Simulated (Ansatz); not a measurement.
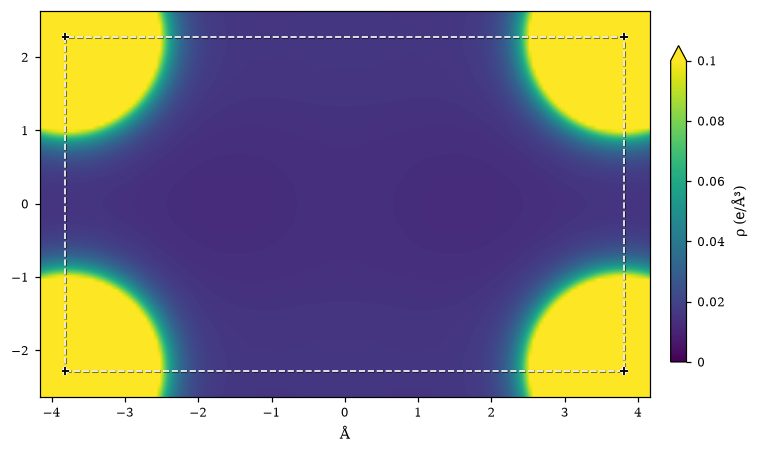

The valence electron density on a plane through atoms (crosses mark nuclei in the plane).

These are results of Ansatz 0.2.0, DFT, BLYP, plane waves (420 eV) with PAW, scalar-relativistic, not measurements.

Candidates:
A. Pb, a = 5.81 Å, b = 5.81 Å, c = 3.46 Å, α = 90.00°, β = 90.00°, γ = 120.00°. Space group P6/mmm; set up as Pb, omega (AlB2-type); a generated structure, not necessarily the stable one; changed on purpose from its base cell (volume × 0.96).
B. K, a = 7.63 Å, b = 7.63 Å, c = 4.56 Å, α = 90.00°, β = 90.00°, γ = 120.00°. Space group P6/mmm; set up as K, omega (AlB2-type); a generated structure, not necessarily the stable one; changed on purpose from its base cell (volume × 1.0); computed without spin polarisation.

### Which candidate gave the map?

Candidate B: K on the (100) plane of the conventional cell, which holds K. K–K (4.56 Å): ρ is about 0.02 e/Å³ halfway.
